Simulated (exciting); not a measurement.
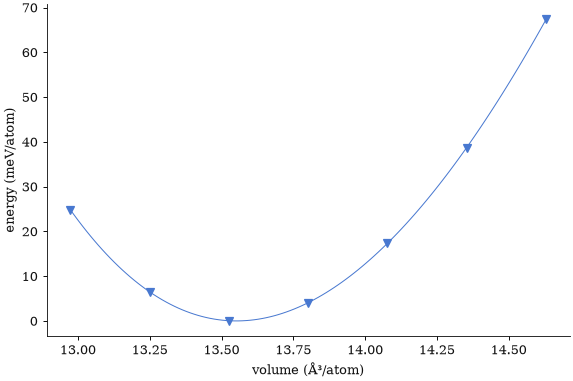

The picture above shows the energy against volume for Rh, space group P6_3/mmc (No. 194).

Cell as given: a = 2.692 Å, b = 2.692 Å, c = 8.798 Å, α = 90.00°, β = 90.00°, γ = 120.00°; 4 atoms.

Method: all-electron LAPW DFT, no spin polarisation; energies at scaled volumes of the given cell, shape and fractions fixed, counted from the fit's minimum, third-order Birch-Murnaghan fit (exciting sodium). Level: PBEsol.

- k mesh: 11×11×3
- occupations: Fermi–Dirac
- smearing width: 0.05 eV
- potentials: all electron LAPW+lo, shipped species files
- program settings: rgkmax 9

Give the fitted equation-of-state parameters.

Answer. A third-order Birch–Murnaghan fit gives V0 = 13.55 Å³/atom, B0 = 295 GPa and B′ = 5.2.

Limits of the calculation: shape and atomic fractions are frozen while scaling, which makes layered, chain and framework solids too stiff.
